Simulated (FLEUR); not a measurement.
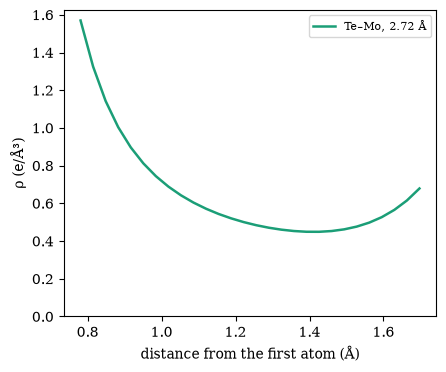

Te2Mo. Total electron density along straight lines between neighbouring atoms. The curves leave out the atomic cores.

Space group P6₃/mmc.

Theory: Kohn-Sham DFT of a periodic cell, LDA, all-electron (FLEUR).

The calculation treats all electrons.

**What can be read from the curves?**

Te–Mo (2.72 Å): the density is about 0.45 e/Å³ at the midpoint.
